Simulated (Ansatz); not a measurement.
## Electronic structure of Al$_{2}$O$_{3}$ in real space

The calculation's input:

```
crystal:
  lattice:
    - [-7.4710668233, 7.4710668233, 4.5220521644]
    - [7.4710668233, -7.4710668233, 4.5220521644]
    - [7.4710668233, 7.4710668233, -4.5220521644]
  atoms:
    - { symbol: Al, position: [0.8927084665, 0.0420158251, 0.8506926414] }
    - { symbol: Al, position: [0.1913231837, 0.0420158251, 0.1493073586] }
    - { symbol: Al, position: [0.7920158251, 0.4413231837, 0.6493073586] }
    - { symbol: Al, position: [0.7920158251, 0.1427084665, 0.3506926414] }
    - { symbol: Al, position: [0.5586768163, 0.2079841749, 0.3506926414] }
    - { symbol: Al, position: [0.8572915335, 0.2079841749, 0.6493073586] }
    - { symbol: Al, position: [0.9579841749, 0.8086768163, 0.8506926414] }
    - { symbol: Al, position: [0.9579841749, 0.1072915335, 0.1493073586] }
    - { symbol: O, position: [0.875, 0.125, 0.75] }
    - { symbol: O, position: [0.901948828, 0.901948828, 0.803897656] }
    - { symbol: O, position: [0.901948828, 0.098051172, 0.0] }
    - { symbol: O, position: [0.375, 0.125, 0.25] }
    - { symbol: O, position: [0.098051172, 0.901948828, 0.0] }
    - { symbol: O, position: [0.098051172, 0.098051172, 0.196102344] }
    - { symbol: O, position: [0.651948828, 0.348051172, 0.5] }
    - { symbol: O, position: [0.848051172, 0.348051172, 0.696102344] }
    - { symbol: O, position: [0.875, 0.625, 0.75] }
    - { symbol: O, position: [0.651948828, 0.151948828, 0.303897656] }
    - { symbol: O, position: [0.848051172, 0.151948828, 0.5] }
    - { symbol: O, position: [0.875, 0.125, 0.25] }
basis:
  ecutwfc: 420
kpoints:
  mp_grid: { grid: [4, 4, 4] }
hamiltonian:
  xc: pbe
scf:
  occupations: { method: gaussian, width: 0.02 }
output:
  forces: true
  stress: true
  eigenvalues: true
  write_density: true
  write_potential: true
  elf: true
  volumetric_format: npy
relax:
  adjacent_minimum: "off"
  f_tol: 0.01
  max_steps: 80
  cell: { stress_tol: 0.05 }
```

Run with:

```sh
ansatz run input.yaml --threads 1 --pin off --max-ram 2560MiB --backend cpu --events-out ev --progress --plain --runs-dir out
```

Below, planes, directions and counts refer to the conventional cell (a = 14.96 Å, b = 14.96 Å, c = 9.01 Å, α = 90.00°, β = 90.00°, γ = 90.00°).

The fields are those of the relaxed geometry.

Space group I4₁/amd; a structure generated by program, which may or may not match a known phase.

The calculation used DFT PBE, scalar-relativistic, plane waves, PAW in Ansatz 0.2.0.

In a PAW calculation such maps are meaningful between the atoms, not at the nuclei.

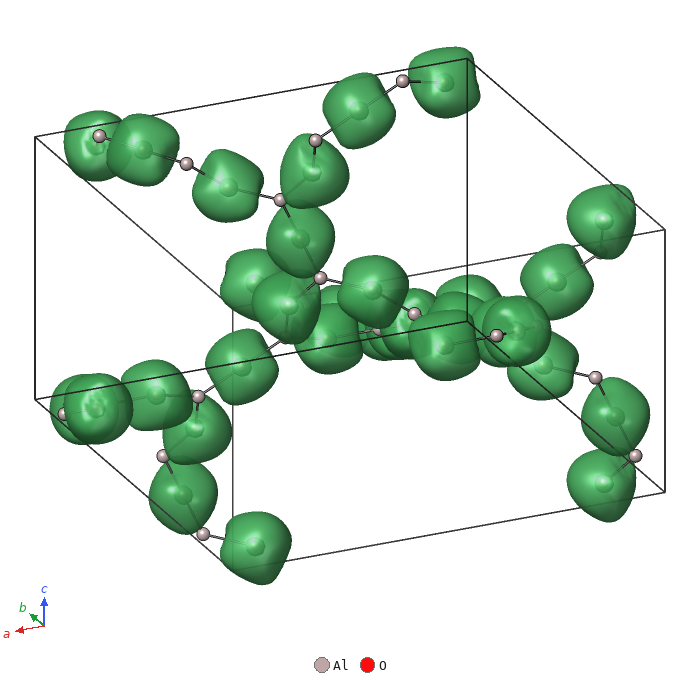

Figure 1. Isosurface of the ELF at 0.6 (green), seen at an oblique angle. Only the valence region is drawn (cores and ρ < 0.01 e/Å³ removed). Sticks mark near contacts.

Question: Where are the electrons localised?

Answer: The ELF exceeds this value in 24 regions on O in which the atom's valence shell and bonds are merged, counted in one cell of 40 atoms. Any copies at cell faces, edges or corners count once.


Al–O (1.68 Å): the ELF peaks at about 0.85 in the valence shell of O, 0.7 Å from its nucleus, and is about 0.80 at the midpoint.

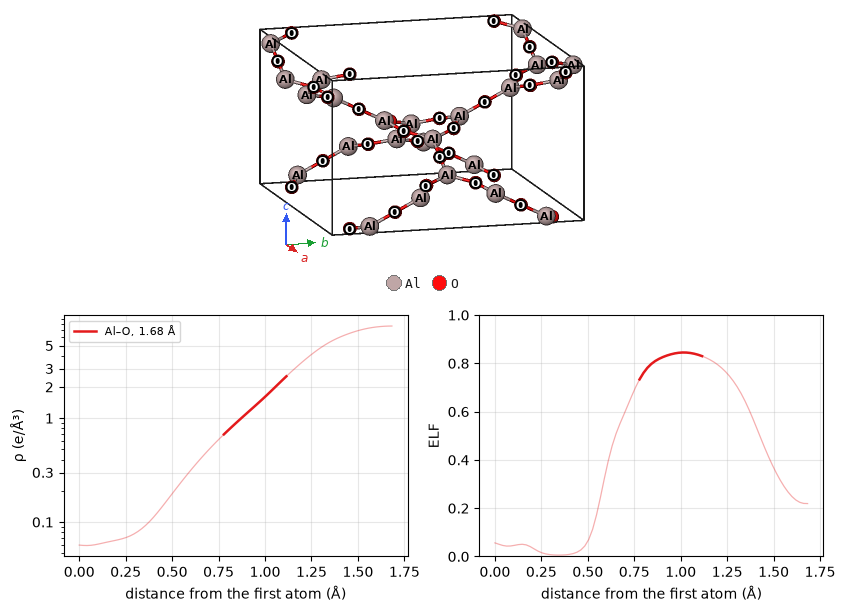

Figure 2. Valence electron density and electron localisation function along straight lines between neighbouring atoms. Thin, pale parts lie inside the atomic spheres. The structure is drawn too.

Question: What can be read from the curves?

Answer: Al–O (1.68 Å): the density is about 0.89 e/Å³ at the midpoint; the ELF peaks at about 0.85 in the valence shell of O, 0.7 Å from its nucleus, and is about 0.80 at the midpoint.

Question: Does the calculation give a band gap?

Answer: It is gapped, with a Kohn–Sham gap of 3.7 eV on the k-point mesh (the band edges may lie off the mesh, which would make the gap smaller).
